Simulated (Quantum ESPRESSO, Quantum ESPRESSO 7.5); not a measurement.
**K(100), 5 layers: vacuum convergence**

Aim: how far one choice must go before the vacuum level and the energy of K(100), 5 layers stand still, and what it costs.

Method: plane-wave DFT, PBE, GBRV ultrasoft pseudopotentials, in Quantum ESPRESSO 7.5.

## (1) The starting structure

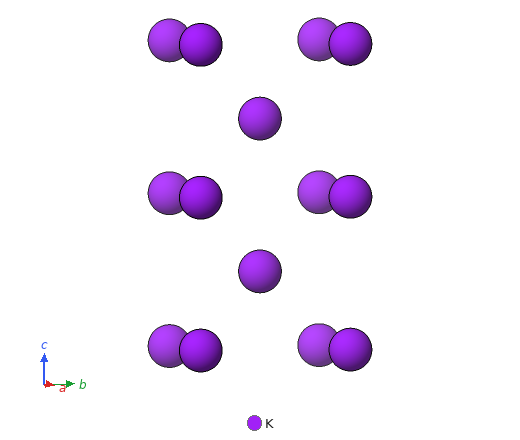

The starting structure, seen from the side, with the c axis up (potassium purple). Some periodic images of atoms are drawn too.

The cell holds 5 atoms: 5 K. Cell: a = 5.230 Å, b = 5.230 Å, c = 34.460 Å, α = 90.0°, β = 90.0°, γ = 90.0°. It derives from K. Vacuum lies along c.

Coordinates:

```cif
data_structure
_symmetry_space_group_name_H-M 'P 1'
_symmetry_Int_Tables_number 1
_cell_length_a 5.2300
_cell_length_b 5.2300
_cell_length_c 34.4600
_cell_angle_alpha 90.000
_cell_angle_beta 90.000
_cell_angle_gamma 90.000
_cell_volume 942.58
loop_
_atom_site_label
_atom_site_type_symbol
_atom_site_fract_x
_atom_site_fract_y
_atom_site_fract_z
_atom_site_occupancy
K1 K 0.00000 0.00000 0.34823 1
K2 K 0.50000 0.50000 0.42411 1
K3 K 0.00000 0.00000 0.50000 1
K4 K 0.50000 0.50000 0.57589 1
K5 K 0.00000 0.00000 0.65177 1
```

## (2) Ground state: 24 Å of vacuum

The first run is the reference of the series.

Contents of c0.in:

```
&control
  prefix = 'c0'
  outdir = './out'
  pseudo_dir = './pseudo'
  calculation = 'scf'
  tprnfor = .true.
/
&system
  ibrav = 0
  nat = 5
  ntyp = 1
  ecutwfc = 40
  ecutrho = 200
  occupations = 'smearing'
  smearing = 'mv'
  degauss = 0.02
/
&electrons
  conv_thr = 1e-07
  mixing_beta = 0.4
  electron_maxstep = 120
  mixing_mode = 'local-TF'
/
ATOMIC_SPECIES
  K   39.0983  k_pbe_v1.4.uspp.F.UPF
CELL_PARAMETERS angstrom
  5.23000000000000 0.00000000000000 0.00000000000000
  0.00000000000000 5.23000000000000 0.00000000000000
  0.00000000000000 0.00000000000000 34.46000000000000
ATOMIC_POSITIONS crystal
  K   0.000000000000 0.000000000000 0.348229831689
  K   0.500000000000 0.500000000000 0.424114915844
  K   0.000000000000 0.000000000000 0.500000000000
  K   0.500000000000 0.500000000000 0.575885084156
  K   0.000000000000 0.000000000000 0.651770168311
K_POINTS automatic
  4 4 1 0 0 0
```

On the command line:

```bash
OMP_NUM_THREADS=1 mpirun -n 4 pw.x -nk 1 -in c0.in > c0.out
```

The log of the run:

```text
Program PWSCF v.7.5 starts
[citation notice left out]

     Parallel version (MPI & OpenMP), running on       4 processor cores
     Number of MPI processes:                 4
     Threads/MPI process:                     1

     MPI processes distributed on     1 nodes
[...]
Current dimensions of program PWSCF are:
     Max number of different atomic species (ntypx) = 10
     Max number of k-points (npk) =  40000
     Max angular momentum in pseudopotentials (lmaxx) =  4
     Message from routine setup:
     using ibrav=0 with symmetry is DISCOURAGED, use correct ibrav instead

     R & G space division:  proc/nbgrp/npool/nimage =       4
     Subspace diagonalization in iterative solution of the eigenvalue problem:
     a serial algorithm will be used

     Parallelization info
     --------------------
     sticks:   dense  smooth     PW     G-vecs:    dense   smooth      PW
     Min         391     309     88                75963    54329    8345
     Max         392     310     90                75980    54342    8352
     Sum        1565    1237    357               303881   217339   33401

     Using Slab Decomposition

     bravais-lattice index     =            0
     lattice parameter (alat)  =       9.8833  a.u.
     unit-cell volume          =    6360.8514 (a.u.)^3
     number of atoms/cell      =            5
     number of atomic types    =            1
     number of electrons       =        45.00
     number of Kohn-Sham states=           28
     kinetic-energy cutoff     =      40.0000  Ry
     charge density cutoff     =     200.0000  Ry
     scf convergence threshold =      1.0E-07
     mixing beta               =       0.4000
     number of iterations used =            8  local-TF  mixing
     Exchange-correlation=  SLA  PW   PBX  PBC
                           (   1   4   3   4   0   0   0)

     celldm(1)=   9.883268  celldm(2)=   0.000000  celldm(3)=   0.000000
     celldm(4)=   0.000000  celldm(5)=   0.000000  celldm(6)=   0.000000

     crystal axes: (cart. coord. in units of alat)
               a(1) = (   1.000000   0.000000   0.000000 )
               a(2) = (   0.000000   1.000000   0.000000 )
               a(3) = (   0.000000   0.000000   6.588910 )

     reciprocal axes: (cart. coord. in units 2 pi/alat)
               b(1) = (  1.000000  0.000000  0.000000 )
               b(2) = (  0.000000  1.000000  0.000000 )
               b(3) = (  0.000000  0.000000  0.151770 )

     PseudoPot. # 1 for K  read from file:
     ./pseudo/k_pbe_v1.4.uspp.F.UPF
     Pseudo is Ultrasoft + core correction, Zval =  9.0
     Generated by new atomic code, or converted to UPF format
     Using radial grid of  841 points,  6 beta functions with:
                l(1) =   0
                l(2) =   0
                l(3) =   1
                l(4) =   1
                l(5) =   2
                l(6) =   2
     Q(r) pseudized with  6 coefficients,  rinner =    1.500   1.500   1.500
                                                       1.500   1.500

     atomic species   valence    mass     pseudopotential
     K                 9.00    39.09830     K ( 1.00)

     16 Sym. Ops., with inversion, found

   Cartesian axes

     site n.     atom                  positions (alat units)
         1        K      tau(   1) = (   0.0000000   0.0000000   2.2944551  )
         2        K      tau(   2) = (   0.5000000   0.5000000   2.7944551  )
         3        K      tau(   3) = (   0.0000000   0.0000000   3.2944551  )
         4        K      tau(   4) = (   0.5000000   0.5000000   3.7944551  )
         5        K      tau(   5) = (   0.0000000   0.0000000   4.2944551  )

     number of k points=     6  Marzari-Vanderbilt smearing, width (Ry)=  0.0200
                       cart. coord. in units 2pi/alat
        k(    1) = (   0.0000000   0.0000000   0.0000000), wk =   0.1250000
        k(    2) = (   0.0000000   0.2500000   0.0000000), wk =   0.5000000
        k(    3) = (   0.0000000  -0.5000000   0.0000000), wk =   0.2500000
        k(    4) = (   0.2500000   0.2500000   0.0000000), wk =   0.5000000
        k(    5) = (   0.2500000  -0.5000000   0.0000000), wk =   0.5000000
        k(    6) = (  -0.5000000  -0.5000000   0.0000000), wk =   0.1250000

     Dense  grid:   303881 G-vectors     FFT dimensions: (  45,  45, 300)

     Smooth grid:   217339 G-vectors     FFT dimensions: (  40,  40, 270)

     Estimated max dynamical RAM per process >     303.90 MB

     Estimated total dynamical RAM >       1.19 GB

     Initial potential from superposition of free atoms

     starting charge      42.4829, renormalised to      45.0000

     negative rho (up, down):  3.789E-04 0.000E+00
     Starting wfcs are   40 randomized atomic wfcs

     total cpu time spent up to now is        1.2 secs

     per-process dynamical memory:    71.3 Mb

     Self-consistent Calculation

     iteration #  1     ecut=    40.00 Ry     beta= 0.40
     Davidson diagonalization with overlap
     ethr =  1.00E-02,  avg # of iterations =  4.8

     negative rho (up, down):  6.025E-03 0.000E+00

     total cpu time spent up to now is        3.6 secs

     total energy              =    -285.17532401 Ry
     estimated scf accuracy    <       0.99538478 Ry

     iteration #  2     ecut=    40.00 Ry     beta= 0.40
[...]
negative rho (up, down):  4.689E-02 0.000E+00

[...]
total energy              =    -284.67155426 Ry
     estimated scf accuracy    <       0.68396151 Ry

     iteration #  3     ecut=    40.00 Ry     beta= 0.40
[...]
negative rho (up, down):  5.695E-02 0.000E+00

[...]
total energy              =    -285.18289926 Ry
     estimated scf accuracy    <       0.19869605 Ry

     iteration #  4     ecut=    40.00 Ry     beta= 0.40
[...]
c_bands:  2 eigenvalues not converged
[...]
negative rho (up, down):  5.941E-02 0.000E+00

[...]
total energy              =    -285.11538745 Ry
     estimated scf accuracy    <       0.78368866 Ry

     iteration #  5     ecut=    40.00 Ry     beta= 0.40
[...]
negative rho (up, down):  6.978E-02 0.000E+00

[...]
total energy              =    -284.78247163 Ry
     estimated scf accuracy    <       0.54705551 Ry

     iteration #  6     ecut=    40.00 Ry     beta= 0.40
[...]
negative rho (up, down):  6.877E-02 0.000E+00

[...]
total energy              =    -284.92387472 Ry
     estimated scf accuracy    <       0.13601255 Ry

     iteration #  7     ecut=    40.00 Ry     beta= 0.40
[...]
negative rho (up, down):  6.154E-02 0.000E+00

[...]
total energy              =    -284.89216685 Ry
     estimated scf accuracy    <       0.06289747 Ry

     iteration #  8     ecut=    40.00 Ry     beta= 0.40
[...]
negative rho (up, down):  5.731E-02 0.000E+00

[...]
total energy              =    -284.92284238 Ry
     estimated scf accuracy    <       0.02025154 Ry

     iteration #  9     ecut=    40.00 Ry     beta= 0.40
[...]
negative rho (up, down):  5.687E-02 0.000E+00

[...]
total energy              =    -284.92765223 Ry
     estimated scf accuracy    <       0.03739265 Ry

     iteration # 10     ecut=    40.00 Ry     beta= 0.40
[...]
negative rho (up, down):  5.739E-02 0.000E+00

[...]
total energy              =    -284.94455369 Ry
     estimated scf accuracy    <       0.03876559 Ry

     iteration # 11     ecut=    40.00 Ry     beta= 0.40
[...]
negative rho (up, down):  6.589E-02 0.000E+00

[...]
total energy              =    -284.94023402 Ry
     estimated scf accuracy    <       0.07204280 Ry

     iteration # 12     ecut=    40.00 Ry     beta= 0.40
[...]
negative rho (up, down):  3.934E-02 0.000E+00

[...]
total energy              =    -284.92967324 Ry
     estimated scf accuracy    <       0.07131202 Ry

     iteration # 13     ecut=    40.00 Ry     beta= 0.40
[...]
negative rho (up, down):  3.778E-02 0.000E+00

[...]
total energy              =    -284.90707643 Ry
     estimated scf accuracy    <       0.04762213 Ry

     iteration # 14     ecut=    40.00 Ry     beta= 0.40
[...]
negative rho (up, down):  4.055E-02 0.000E+00

[...]
total energy              =    -284.91083253 Ry
     estimated scf accuracy    <       0.00809150 Ry

[...]
iteration # 22     ecut=    40.00 Ry     beta= 0.40
[...]
c_bands:  1 eigenvalues not converged
     c_bands:  1 eigenvalues not converged
[...]
negative rho (up, down):  2.755E-03 0.000E+00

[...]
total energy              =    -284.90806562 Ry
     estimated scf accuracy    <       0.00033294 Ry

     iteration # 23     ecut=    40.00 Ry     beta= 0.40
[...]
c_bands:  1 eigenvalues not converged
[...]
negative rho (up, down):  1.950E-03 0.000E+00

[...]
total energy              =    -284.90816970 Ry
     estimated scf accuracy    <       0.00006003 Ry

     iteration # 24     ecut=    40.00 Ry     beta= 0.40
[...]
negative rho (up, down):  3.814E-04 0.000E+00

[...]
total energy              =    -284.90816555 Ry
     estimated scf accuracy    <       0.00002413 Ry

     iteration # 25     ecut=    40.00 Ry     beta= 0.40
[...]
negative rho (up, down):  3.263E-04 0.000E+00

[...]
total energy              =    -284.90816200 Ry
     estimated scf accuracy    <       0.00002056 Ry

     iteration # 26     ecut=    40.00 Ry     beta= 0.40
[...]
negative rho (up, down):  7.906E-05 0.000E+00

[...]
total energy              =    -284.90815819 Ry
     estimated scf accuracy    <       0.00000551 Ry

     iteration # 27     ecut=    40.00 Ry     beta= 0.40
[...]
negative rho (up, down):  9.409E-05 0.000E+00

[...]
total energy              =    -284.90816088 Ry
     estimated scf accuracy    <       0.00000035 Ry

     iteration # 28     ecut=    40.00 Ry     beta= 0.40
[...]
negative rho (up, down):  1.071E-04 0.000E+00

[...]
total energy              =    -284.90816141 Ry
     estimated scf accuracy    <       0.00000023 Ry

     iteration # 29     ecut=    40.00 Ry     beta= 0.40
[...]
negative rho (up, down):  1.209E-04 0.000E+00

[...]
End of self-consistent calculation

          k = 0.0000 0.0000 0.0000 ( 27059 PWs)   bands (ev):

   -33.0865 -33.0865 -32.7033 -32.7031 -32.6233 -16.5702 -16.5702 -16.5430
   -16.5430 -16.5430 -16.5430 -16.1821 -16.1808 -16.1776 -16.1776 -16.1733
   -16.1733 -16.1030 -16.0870 -16.0870  -2.6063  -2.1697  -1.4149  -0.5839
     0.2108   0.9230   1.1583   1.5671

          k = 0.0000 0.2500 0.0000 ( 27162 PWs)   bands (ev):

   -33.0863 -33.0863 -32.7031 -32.7029 -32.6232 -16.5700 -16.5699 -16.5490
   -16.5489 -16.5425 -16.5424 -16.1864 -16.1847 -16.1801 -16.1764 -16.1756
   -16.1732 -16.1006 -16.0913 -16.0886  -2.2182  -1.7952  -1.0619  -0.2574
     0.3554   0.5245   0.7081   1.2283

          k = 0.0000-0.5000 0.0000 ( 27204 PWs)   bands (ev):

   -33.0862 -33.0862 -32.7029 -32.7028 -32.6231 -16.5697 -16.5697 -16.5546
   -16.5546 -16.5419 -16.5418 -16.1924 -16.1883 -16.1854 -16.1747 -16.1734
   -16.1729 -16.0989 -16.0949 -16.0902  -1.1448  -1.1182  -0.7760  -0.7197
    -0.1847   0.0529   0.6032   0.7344

          k = 0.2500 0.2500 0.0000 ( 27186 PWs)   bands (ev):

   -33.0862 -33.0862 -32.7030 -32.7028 -32.6231 -16.5693 -16.5692 -16.5484
   -16.5483 -16.5483 -16.5482 -16.1847 -16.1845 -16.1840 -16.1793 -16.1784
   -16.1754 -16.1012 -16.0926 -16.0907  -1.8428  -1.4289  -0.7116   0.0639
     0.5706   0.6476   0.8343   0.9716

          k = 0.2500-0.5000 0.0000 ( 27230 PWs)   bands (ev):

   -33.0861 -33.0861 -32.7028 -32.7027 -32.6230 -16.5687 -16.5687 -16.5541
   -16.5540 -16.5478 -16.5477 -16.1884 -16.1882 -16.1880 -16.1790 -16.1783
   -16.1745 -16.1021 -16.0944 -16.0924  -0.8102  -0.7775  -0.4389  -0.3824
     0.2166   0.2816   0.8782   0.9821

          k =-0.5000-0.5000 0.0000 ( 27204 PWs)   bands (ev):

   -33.0860 -33.0860 -32.7027 -32.7026 -32.6229 -16.5678 -16.5677 -16.5535
   -16.5535 -16.5534 -16.5534 -16.1914 -16.1914 -16.1835 -16.1835 -16.1801
   -16.1745 -16.1057 -16.0941 -16.0941   0.0031   0.0893   0.2208   0.2209
     0.4174   0.4668   0.4668   0.5441

     the Fermi energy is    -0.6379 ev

!    total energy              =    -284.90816154 Ry
     estimated scf accuracy    <       0.00000005 Ry
     smearing contrib. (-TS)   =      -0.00219449 Ry
     internal energy E=F+TS    =    -284.90596706 Ry

     The total energy is F=E-TS. E is the sum of the following terms:
     one-electron contribution =   -1296.98088980 Ry
     hartree contribution      =     646.19799432 Ry
     xc contribution           =     -44.78693194 Ry
     ewald contribution        =     410.66386037 Ry

     convergence has been achieved in  29 iterations

     negative rho (up, down):  1.209E-04 0.000E+00

     Forces acting on atoms (cartesian axes, Ry/au):

     atom    1 type  1   force =     0.00000000    0.00000000   -0.00076797
     atom    2 type  1   force =     0.00000000    0.00000000    0.00138748
     atom    3 type  1   force =     0.00000000    0.00000000    0.00000000
     atom    4 type  1   force =     0.00000000    0.00000000   -0.00138748
     atom    5 type  1   force =     0.00000000    0.00000000    0.00076797

     Total force =     0.002243     Total SCF correction =     0.000594
     SCF correction compared to forces is large: reduce conv_thr to get better values

[...]
=------------------------------------------------------------------------------=
   JOB DONE.
=------------------------------------------------------------------------------=
```

The job ended after 74 s (4 MPI ranks of Arm Neoverse V2, shared host; peak memory 1.2 GiB; 4.9 min of CPU time).

Read from the output:

* free energy: -3876.3730 eV
* Fermi energy: -0.6379 eV

The program's own clock; routines nest. Time by routine:

```tsv
routine	wall time (s)	calls
PWSCF	72.97	1
electrons	71.18	1
c_bands	42.73	29
cegterg	40.9	174
h_psi	30.14	887
fftw	26.07	31244
vloc_psi	24	887
sum_band	12.25	29
mix_rho	8.78	29
newd	6.03	30
ffts	5.01	3503
calbec	4.19	1085
add_vuspsi	3.03	887
h_psi:calbec	3.01	887
```

The run needed 29 iterations to bring the estimated error under 1e-07 Ry; the largest force on any atom, held or free, is 0.04 eV/Å.

## (3) Electrostatic potential

plot_num = 11 writes the bare and Hartree potential. It leaves out exchange and correlation, which fade slowly, so it flattens close to the surface.

Contents of c0.pot.in:

```
&inputpp
  prefix = 'c0'
  outdir = './out'
  filplot = 'c0.pot.dat'
  plot_num = 11
/
```

On the command line:

```bash
OMP_NUM_THREADS=1 mpirun -n 4 pp.x -in c0.pot.in > c0.pot.out
```

The log of the run:

```text
[banner, memory and clock lines left out]
Program POST-PROC v.7.5 starts

          URL

     ./out/c0.save/

     IMPORTANT: XC functional enforced from input :
     Exchange-correlation= PBE
                           (   1   4   3   4   0   0   0)
     Any further DFT definition will be discarded
     Please, verify this is what you really want

     negative rho (up, down):  1.209E-04 0.000E+00

     Calling punch_plot, plot_num =  11
     Writing data to file  c0.pot.dat
     Message from routine chdens:
     namelist plot not found or invalid, exiting
```

The job ended after 1.2 s (4 MPI ranks; peak memory 0.27 GiB; 4.4 s of CPU time).

Numbers from this step:

* potential in the middle of the vacuum, over the Fermi level: 2.230 eV

The potential energy, planar mean oscillates, so the rows of the table below give means over windows of 2.64 Å about each position, cut where the curve ends. Its maxima inside the range that stand out by 2 % of the span (Å: eV): 13.3: 0.929, 16.0: 1.02, 18.5: 1.02, 21.1: 0.929. Its minima: 11.9: -4.88, 14.6: -4.73, 17.2: -4.62, 19.9: -4.73, 22.5: -4.88.

Electrostatic potential energy of an electron; zero at the Fermi level. Table of potential energy, planar mean by z; means over each step:

```tsv
z (Å)	potential energy, planar mean (eV)
1.32	2.23
3.96	2.23
6.60	2.23
9.24	2.04
11.88	-1.20
14.52	-1.14
17.16	-1.05
19.80	-1.14
22.44	-1.23
25.08	2.00
27.72	2.23
30.36	2.23
33.00	2.23
```

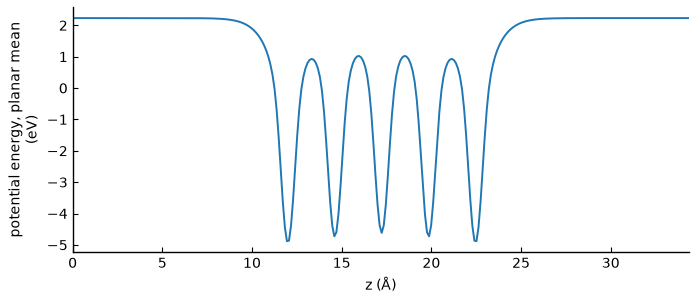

Potential energy, planar mean against z.

Inside the slab this potential holds the local part of the pseudopotentials, which can be repulsive at the nuclei; only its value in the vacuum has a meaning of its own.

[end of part 1 of 3]

[Logs are printed without paths, hosts, clocks, repeated set-up lines and the standing remarks that a program may print on its own settings, such as how far it seeks lower states.]

[Hosts, paths, dates, database ids (printed as entryN), source tags and the programs' standing remarks are cut or masked in the printed files.]

[Maps of the electrostatic potential energy from Ansatz leave out the sawtooth potential of an applied field or a dipole correction, so their vacuum need not be flat; planar profiles and work functions include it.]
